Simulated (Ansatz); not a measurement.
**Heat carried by phonons in ZnS (F-43m)**

How well does the lattice of ZnS conduct heat?

What experiment has found for this phase:
- thermal conductivity 27 W/m/K near room temperature (given in “Combining the AFLOW GIBBS and Elastic Libraries to efficiently and robustly screen thermo-mechanical properties of solids”, 2017, arXiv:1611.05714)

Program: Ansatz 0.2.0. Level of theory: DFT LDA, scalar-relativistic, plane waves, PAW; PAW set soft_1. Results are calculated unless marked as measured.

The database entry behind the starting cell differs from later determinations by our own check (about 0.1 % short), so it need not match the best structure at ambient conditions.

### 1. The structure

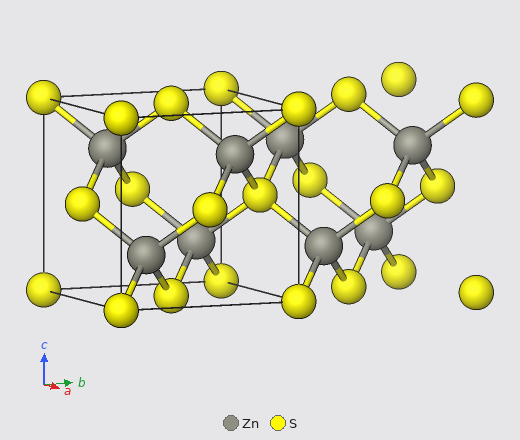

The starting structure, seen slightly off an axis (zinc grey, sulfur yellow). 1×2×1 cells are drawn. This picture shows the conventional cell, with its axes. Bonds to atoms that aren't drawn are left out. Some periodic images of atoms are drawn too.

### 2. A first coarse run

A cheap single point shows whether the cell is a metal or an insulator and how far it is from rest; that sets the k-mesh and the occupations of what follows.

Contents of input.yaml:

```yaml
crystal:
  lattice:
    - [0.0, 2.702, 2.702]
    - [2.702, 0.0, 2.702]
    - [2.702, 2.702, 0.0]
  atoms:
    - { symbol: Zn, position: [0.25, 0.25, 0.25] }
    - { symbol: S, position: [0.0, 0.0, 0.0] }
kpoints:
  mp_grid: { grid: [6, 6, 6] }
hamiltonian:
  xc: lda
  pseudopotentials: { kind: paw, azcp: { folder: soft_1 }, xc_functional: pbe }
scf:
  occupations: { method: gaussian, width: 0.1 }
  lower_state_search: "off"
output:
  forces: true
  stress: true
  eigenvalues: true
```

Started as:

```
> ansatz run input.yaml --threads 18 --pin off --max-ram 92160MiB --backend cuda --events-out ev --progress --plain --runs-dir out --max-vram 78GiB
```

Numbers of over 12 decimals in the logs are rounded to 6 here.

The log of the run:

```text
Engine: ansatz 0.2.0, aarch64-unknown-linux-gnu
Pseudopotentials: kind: paw
Pseudopotential: Zn, paw, valence charge 12, recommended cutoff 420 eV (normal), soft_1/Zn.paw.azcp
Pseudopotential: S, paw, valence charge 6, recommended cutoff 420 eV (normal), soft_1/S.paw.azcp
Functional definition: SPW92
  exchange = slater_x
  correlation = pw_c
device memory: the entry about to start is reckoned to put 0.6 GiB on a device that reports 182.5 GiB free (of which the cap on the GPU budget leaves the run 78.0 GiB)
GPU FFT provider: cuFFT
GPU libraries: cuBLAS 13.8.1, cuFFT 12.4.0, cuSOLVER 12.3.2
GPU matrix products: emulated (plane waves: as basis.precision tells), large ones in fixed point in workspaces of 1.00 GiB
Crystal: 2 atoms, lattice volume = 39.454 Å³
Basis set: ecut = 420 eV, 749 PW (Γ)
Bands: 13, of which v1, the nominal top of the filled ones, is band 9 counted from 1 (8 counted from 0)
Symmetry: 24 space group operations
Space group: F-43m (ITA 216), of the structure as read, at distance tolerance 3.4e-5 Å
k-points: 16 of 216 (time reversal used)
Non-local potential: Zn, projectors of the file, l = 0: 2, l = 1: 2, l = 2: 3, l = 3: 1
Non-local potential: S, projectors of the file, l = 0: 2, l = 1: 2, l = 2: 1
PAW form: soft (Blöchl's): semilocal exchange-correlation on the pseudo side does not see the compensation charge
PAW frozen core: Zn, regenerated for the run's functional, and the local potential with it (the file was generated under x = pbe(κ = 0.804, μ = 0.219515), c = pbe(β = 0.066725))
PAW frozen core: S, regenerated for the run's functional, and the local potential with it (the file was generated under x = pbe(κ = 0.804, μ = 0.219515), c = pbe(β = 0.066725))
PAW one-centre angular grid: Zn, 590 points (default); XC on 64 Gauss nodes
PAW one-centre angular grid: S, 110 points (default); XC on 64 Gauss nodes
Initial density: superposition of atomic densities (chi_scale 0.1, normalization cell, long waves kept (reshape's long-wave potential 0.00 eV rms))
Initial wavefunctions: pseudopotential atomic-orbital guess
GPU buffer pool allocated for 19683 grid points (all kernels)
GPU transforms: local potential and band sums: pruned to the plane-wave sphere, on 25×25×25
Functional: x = slater, c = lda
SCF iter   1: F=—  HF=-4117.506174 eV  |F-HF|=—  |Δ(HF+E_count)|=         —  Δρ=3.81e-2  dr2=3.38e-1  ethr=3.10e-3  ⟨swp⟩=6.0  Hψ=1495  notcnv=0
preconditioner: auto → none  [insulator: Δε(μ)=2.092 eV  Ē_g=12.512 eV  σ=0.100 eV  W_gap=1.00  n_scr=14 (ndim 8)  ℏωp=25.1 eV  f_vac=0.000  D(μ)=0.00/eV (n_scr^D=0)  ε∞_Penn≈5.0]
SCF iter   2: F=—  HF=-4117.421853 eV  |F-HF|=—  |Δ(HF+E_count)|=   8.43e-2  Δρ=1.42e-2  dr2=4.26e-2  ethr=1.88e-3  ⟨swp⟩=2.0  Hψ=528  notcnv=0
SCF iter   3: F=—  HF=-4117.408646 eV  |F-HF|=—  |Δ(HF+E_count)|=   1.32e-2  Δρ=9.52e-3  dr2=1.75e-2  ethr=2.36e-4  ⟨swp⟩=2.0  Hψ=524  notcnv=0
SCF iter   4: F=—  HF=-4117.404255 eV  |F-HF|=—  |Δ(HF+E_count)|=   4.39e-3  Δρ=2.12e-3  dr2=1.24e-3  ethr=9.73e-5  ⟨swp⟩=2.0  Hψ=365  notcnv=0
SCF iter   5: F=—  HF=-4117.404110 eV  |F-HF|=—  |Δ(HF+E_count)|=   1.45e-4  Δρ=6.46e-4  dr2=9.50e-5  ethr=6.89e-6  ⟨swp⟩=2.1  Hψ=465  notcnv=0
SCF iter   6: F=—  HF=-4117.404154 eV  |F-HF|=—  |Δ(HF+E_count)|=   4.43e-5  Δρ=7.88e-5  dr2=1.11e-6  ethr=5.28e-7  ⟨swp⟩=2.0  Hψ=338  notcnv=0
SCF iter   7: F=-4117.404154 eV  HF=-4117.404154 eV  |F-HF|=3.29e-8  |Δ(HF+E_count)|=   1.83e-7  Δρ=9.32e-6  dr2=4.02e-8  ethr=5.56e-10  ⟨swp⟩=7.2  Hψ=1362  notcnv=0
SCF 1 converged in 7 iterations: F = -4117.404154 eV  dr2 = 4.02e-8
  greatest PAW one-centre occupation: 0.984 electrons in one spin orbital (limit 2), on the Zn atom at site 0 (counted from 0), in its partial waves of l = 2
SCF converged after 7 iterations
Free energy (F): -4117.404154 eV
Harris-Foulkes:  -4117.404154 eV  (|F-HF|=3.29e-8)
Internal energy: -4117.404154 eV  (E = F + TS)
E sigma→0 (E₀):  -4117.404154 eV
Fermi energy:    6.421887 eV
--- Per-component energies (eV) ---
  E_band       = -2.050093
  E_kinetic    = 253.834788
  E_local      = -2272.118640  (includes V_loc(G=0)·N_el)
  E_nonlocal   = 857.698866
  E_hartree    = 862.796467
  E_xc         = -165.912066
  E_vxc        = -134.538937  (∫ρ·V_xc dr)
  E_paw        = -2402.034366  (= ΣΔE_a)
  E_vpaw       = -432.523088  (= ΣTr[D̂ρ^β])
  E_aug_tail   = -0.000250  (compensation charges beyond the density's cutoff)
  E_ewald      = -1253.379294
  E_core_change = 1.710341  (= ΣΔE_core)
  E_smearing   = -0.000000  (= −TS)
  E_closure    = 0.000000  (closes the sum)
  Σ components = -4117.404154   (vs F -4117.404154, Δ=0.00e0)
--- Forces (eV/Å), atoms counted from 1 ---
  atom   1  Zn    -0.00000000     0.00000000    -0.00000000
  atom   2  S      0.00000000    -0.00000000    -0.00000000
  max |Σ_I F_I| component: 7.40e-17 eV/Å
--- Stress (GPa, compression-positive) ---
       -4.535008      -0.000000       0.000000
       -0.000000      -4.535008       0.000000
       -0.000000       0.000000      -4.535008
  P = ⅓ Tr σ = -4.5350 GPa (-45.350 kbar)
--- Band table (eV; the first three rows and the last of 16) ---
  k-point 0: bands = [... 5 lower, -0.5123, 5.4933, 5.4933, 5.4933, 7.3445, 11.7101, 11.7101, 11.7101]
  k-point 1: bands = [... 5 lower, -0.5144, 3.7459, 5.2425, 5.2425, 8.4947, 11.6669, 12.1128, 12.1128]
  k-point 2: bands = [... 5 lower, -0.5009, 1.5098, 4.8090, 4.8090, 8.7037, 12.3637, 12.3637, 13.0926]
  k-point 15: bands = [... 5 lower, -0.1489, 0.8138, 2.8194, 2.8433, 10.1409, 10.6701, 14.2881, 14.2968]
```

Run time: 0.73 s. Hardware: 1 × NVIDIA GB200 with 18 threads of Arm Neoverse V2, shared host; peak memory 1.1 GiB.

The column dr2 measures how far the density is from self-consistency, as an energy; F and HF (Harris–Foulkes) agree once it is small.

Numbers from this step:

```yaml
pressure: -4.535 GPa
gap_on_the_k_mesh: 1.851 eV
volume_per_atom: 19.73 Å³/atom
```

The start is under -4.5 GPa at this level and looks like an insulator or semiconductor on this mesh.

### 3. Relaxation

The vibrations must be taken about the equilibrium of this functional, not about the starting cell, so the structure is relaxed.

input.yaml, the sections that differ from step 2:

```yaml
kpoints:
  mp_grid: { grid: [10, 10, 10] }
scf:
  occupations: { method: gaussian, width: 0.02 }
  lower_state_search: "off"
relax:
  adjacent_minimum: "off"
  f_tol: 0.005
  max_steps: 80
  cell: { stress_tol: 0.05 }
# crystal, hamiltonian, output: as in step 2
```

The log of the run:

```text
[...]
Crystal: 2 atoms, lattice volume = 39.454 Å³
Basis set: ecut = 420 eV, 749 PW (Γ)
Bands: 13, of which v1, the nominal top of the filled ones, is band 9 counted from 1 (8 counted from 0)
Symmetry: 24 space group operations
[...]
k-points: 47 of 1000 (time reversal used)
[...]
SCF iter   1: F=—  HF=-4117.509379 eV  |F-HF|=—  |Δ(HF+E_count)|=         —  Δρ=3.81e-2  dr2=3.36e-1  ethr=3.10e-3  ⟨swp⟩=6.9  Hψ=4537  notcnv=0
[...]
SCF iter   2: F=—  HF=-4117.425703 eV  |F-HF|=—  |Δ(HF+E_count)|=   8.37e-2  Δρ=1.42e-2  dr2=4.24e-2  ethr=1.87e-3  ⟨swp⟩=2.0  Hψ=1551  notcnv=0
[...]
SCF iter   7: F=-4117.407988 eV  HF=-4117.407988 eV  |F-HF|=3.34e-8  |Δ(HF+E_count)|=   1.97e-7  Δρ=8.90e-6  dr2=3.99e-8  ethr=5.56e-10  ⟨swp⟩=7.1  Hψ=3941  notcnv=0
SCF 1 converged in 7 iterations: F = -4117.407988 eV  dr2 = 3.99e-8
[...]
relax step   1: F+E_penalty+E_count = -4117.40798837 eV  Δ(F+E_penalty+E_count) = +0.000e0 eV  max|allowed force component| = 2.035e-16 eV/Å  Δτ_max = 0.0000 Å  P = -4.555 GPa  Ω = 39.454 Å³  (7 SCF iters, dr2 threshold 1.00e-7 eV, accepted)
[...]
Crystal: 2 atoms, lattice volume = 38.079 Å³
Basis set: ecut = 420 eV, 725 PW (Γ)
[...]
iter 1 solved again at ethr=6.46e-6 eV; its pass at ethr=3.10e-3 eV (dr2=1.16e-3 eV) is discarded
[...]
SCF iter   2: F=—  HF=-4117.437107 eV  |F-HF|=—  |Δ(HF+E_count)|=   3.26e-4  Δρ=6.40e-4  dr2=1.68e-4  ethr=6.24e-6  ⟨swp⟩=2.7  Hψ=1170  notcnv=0
[...]
SCF iter   5: F=-4117.437076 eV  HF=-4117.437076 eV  |F-HF|=2.19e-8  |Δ(HF+E_count)|=   3.52e-7  Δρ=2.27e-5  dr2=8.19e-8  ethr=1.11e-9  ⟨swp⟩=4.4  Hψ=3566  notcnv=0
SCF 2 converged in 5 iterations: F = -4117.437076 eV  dr2 = 8.19e-8
[...]
relax step   2: F+E_penalty+E_count = -4117.43707604 eV  Δ(F+E_penalty+E_count) = -2.909e-2 eV  max|allowed force component| = 8.327e-17 eV/Å  Δτ_max = 0.0000 Å  P = -2.026 GPa  Ω = 38.079 Å³  energy of the carried Pulay correction = +4.902e-4 eV  (5 SCF iters, dr2 threshold 2.00e-7 eV, accepted)
[...]
Crystal: 2 atoms, lattice volume = 37.045 Å³
[...]
SCF iter   5: F=-4117.443397 eV  HF=-4117.443397 eV  |F-HF|=2.08e-8  |Δ(HF+E_count)|=   1.71e-7  Δρ=1.87e-5  dr2=5.37e-8  ethr=1.11e-9  ⟨swp⟩=6.2  Hψ=3749  notcnv=0
SCF 3 converged in 5 iterations: F = -4117.443397 eV  dr2 = 5.37e-8
relax step   3: F+E_penalty+E_count = -4117.44339725 eV  Δ(F+E_penalty+E_count) = -6.321e-3 eV  max|allowed force component| = 7.980e-17 eV/Å  Δτ_max = 0.0000 Å  P = +0.243 GPa  Ω = 37.045 Å³  energy of the carried Pulay correction = +8.705e-4 eV  (5 SCF iters, dr2 threshold 2.00e-7 eV, accepted)
[...]
relax step   4: F+E_penalty+E_count = -4117.44343483 eV  Δ(F+E_penalty+E_count) = -3.757e-5 eV  max|allowed force component| = 6.823e-17 eV/Å  Δτ_max = 0.0000 Å  P = -0.011 GPa  Ω = 37.153 Å³  energy of the carried Pulay correction = +8.303e-4 eV  (4 SCF iters, dr2 threshold 1.47e-7 eV, accepted)
[...]
SCF iter   1: F=—  HF=-4117.442576 eV  |F-HF|=—  |Δ(HF+E_count)|=         —  Δρ=1.22e-4  dr2=1.55e-6  ethr=1.95e-7  ⟨swp⟩=4.0  Hψ=6634  notcnv=0
[...]
SCF iter   2: F=—  HF=-4117.442610 eV  |F-HF|=—  |Δ(HF+E_count)|=   3.47e-5  Δρ=1.25e-4  dr2=2.39e-6  ethr=8.59e-9  ⟨swp⟩=2.0  Hψ=1000  notcnv=0
[...]
SCF iter   6: F=-4117.442610 eV  HF=-4117.442610 eV  |F-HF|=1.82e-12  |Δ(HF+E_count)|=  5.28e-11  Δρ=1.44e-7  dr2=2.33e-12  ethr=1.00e-12  ⟨swp⟩=7.0  Hψ=3324  notcnv=0
SCF 5 converged in 6 iterations: F = -4117.442610 eV  dr2 = 2.33e-12
relax step   5: F+E_penalty+E_count = -4117.44261035 eV  Δ(F+E_penalty+E_count) = +8.245e-4 eV  max|allowed force component| = 5.146e-17 eV/Å  Δτ_max = 0.0000 Å  P = -0.013 GPa  Ω = 37.153 Å³  stress off target by 1.30e-2 GPa  SCF on the basis re-selected at this cell (its energy is not comparable with the rows above)  (6 SCF iters)
basis re-selected at this cell: Δ(F+E_penalty+E_count) = +8.245e-4 eV, ΔP = -0.002 GPa vs the last step (what re-selecting the basis moved, of the pressure what is left beyond the Pulay correction that the steps carried, after the strain that the cell walked since its last selection, with what the two solves' SCF thresholds leave and, on support functions, any second-order correction that the steps lacked; it is no m [...]
SCF converged after 6 iterations
Free energy (F): -4117.442610 eV
[...]
Internal energy: -4117.442610 eV  (E = F + TS)
E sigma→0 (E₀):  -4117.442610 eV
Fermi energy:    7.356607 eV
[...]
--- Stress (GPa, compression-positive) ---
       -0.012997       0.000000      -0.000000
        0.000000      -0.012997       0.000000
       -0.000000       0.000000      -0.012997
  P = ⅓ Tr σ = -0.0130 GPa (-0.130 kbar)
--- Band table (eV; the first three rows and the last of 47) ---
  k-point 0: bands = [... 5 lower, 0.1076, 6.2970, 6.2970, 6.2970, 8.4160, 12.4662, 12.4662, 12.4662]
  k-point 1: bands = [... 5 lower, 0.1059, 5.4422, 6.1863, 6.1863, 9.0502, 12.3935, 12.6515, 12.6515]
  k-point 2: bands = [... 5 lower, 0.1056, 3.9831, 5.9201, 5.9201, 9.6608, 12.7101, 13.0161, 13.0161]
  k-point 46: bands = [... 5 lower, 0.5599, 1.3271, 3.2442, 3.3322, 11.3858, 12.0512, 14.5971, 14.6987]
--- Relaxed structure (4 steps of the walk, 4 accepted, 1 SCFs on fresh bases) ---
  F+E_penalty+E_count = -4117.44261035 eV   max|allowed force component| = 5.146e-17 eV/Å   (the final SCF, on the basis selected at the relaxed cell)
  cell:  # Å, volume = 37.1531 Å³
    - [0, 2.648429, 2.648429]
    - [2.648429, 0, 2.648429]
    - [2.648429, 2.648429, 0]
  atoms:
    - { symbol: Zn, position: [0.250000, 0.250000, 0.250000] }
    - { symbol: S, position: [0, 0, 0] }
```

Run time: 2.3 s. Hardware: 1 × NVIDIA GB200 with 18 threads; peak memory 1.1 GiB.

The steps of the relaxation:

```csv
step,energy less that of the first step (eV),largest force component (eV/Å),pressure (GPa),volume (Å³)
1,0.0000,0.0000,-4.55,39.45
2,-0.0291,0.0000,-2.03,38.08
3,-0.0354,0.0000,0.24,37.05
4,-0.0354,0.0000,-0.01,37.15
5*,-0.0346,0.0000,-0.01,37.15
```

Relaxation steps marked * repeat the geometry before them on a plane-wave basis chosen anew for their cell, so energy and pressure can jump there.

Forces are held to the 24 operations that the run works with; a distortion that breaks them can't arise in this run.

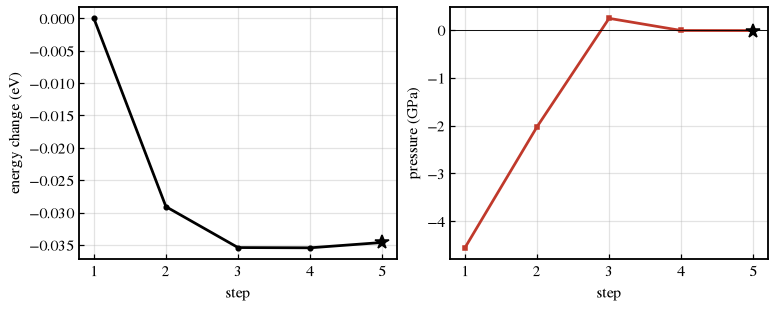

Energy and pressure along the relaxation. Stars mark steps on a basis chosen anew.

```csv
"conventional cell, symmetrised",before,after,change
a (Å),5.404,5.297,-2.0 %
b (Å),5.404,5.297,-2.0 %
c (Å),5.404,5.297,-2.0 %
volume (Å³/atom),19.73,18.58,-5.8 %
```

The relaxed structure:

```
Zn S
1.0
     0.00000    2.64843    2.64843
     2.64843    0.00000    2.64843
     2.64843    2.64843    0.00000
Zn S
1 1
Direct
  0.25000 0.25000 0.25000
  0.00000 0.00000 0.00000
```

This step gave:

| Quantity | Value |
| --- | --- |
| pressure | -0.01300 GPa |
| gap on the k-mesh | 2.119 eV |
| volume per atom | 18.58 Å³/atom |

The relaxation ends with a pressure of -0.01 GPa.

### 4. Tight relaxation

The thresholds are tightened for a last relaxation ahead of the phonons, and where mesh or smearing change with them the cell follows.

input.yaml, the sections that differ from step 3:

```yaml
crystal:
  lattice:
    - [0.0, 2.6484291423, 2.6484291423]
    - [2.6484291423, 0.0, 2.6484291423]
    - [2.6484291423, 2.6484291423, 0.0]
  atoms:
    - { symbol: Zn, position: [0.25, 0.25, 0.25] }
    - { symbol: S, position: [0.0, 0.0, 0.0] }
kpoints:
  mp_grid: { grid: [12, 12, 12] }
scf:
  occupations: { method: fixed }
  lower_state_search: "off"
relax:
  adjacent_minimum: "off"
  f_tol: 0.001
  max_steps: 60
  cell: { stress_tol: 0.01 }
# hamiltonian, output: as in step 3
```

The log of the run:

```text
[...]
GPU FFT provider: cuFFT
GPU libraries: cuBLAS 13.8.1, cuFFT 12.4.0, cuSOLVER 12.3.2
[...]
Crystal: 2 atoms, lattice volume = 37.153 Å³
Basis set: ecut = 420 eV, 725 PW (Γ)
Bands: 13, of which v1, the nominal top of the filled ones, is band 9 counted from 1 (8 counted from 0)
Symmetry: 24 space group operations
[...]
k-point 71: bands = [... 5 lower, 0.5833, 1.3201, 3.1883, 3.2863, 11.8024, 12.4469, 14.0808, 14.2587]
--- Relaxed structure (2 steps of the walk, 2 accepted, 1 SCFs on fresh bases) ---
[...]
cell:  # Å, volume = 37.1501 Å³
    - [0, 2.648357, 2.648357]
    - [2.648357, 0, 2.648357]
    - [2.648357, 2.648357, 0]
  atoms:
    - { symbol: Zn, position: [0.25, 0.25, 0.25] }
    - { symbol: S, position: [0, 0, 0] }
[key lines of the parts left out:]
SCF converged after 7 iterations
Free energy (F): -4117.442650 eV
Fermi energy:    6.298113 eV
P = ⅓ Tr σ = -0.0058 GPa (-0.058 kbar)
```

It took 2 s on 1 × NVIDIA GB200 with 18 threads; peak memory 1 GiB.

Little changed from the start: no atom moved by 0.005 Å and no cell edge by 0.1 %.

This step gave:

- pressure: -0.005787 GPa

The residual pressure is -0.0058 GPa, small enough for phonons.

[end of part 1 of 2]

[Logs are printed without paths, hosts, clocks, repeated set-up lines and the standing remarks that a program may print on its own settings, such as how far it seeks lower states.]

[Hosts, paths, dates, database ids (printed as entryN), source tags and the programs' standing remarks are cut or masked in the printed files.]

[A step with changed settings may run another functional than the one named; its input shows which.]
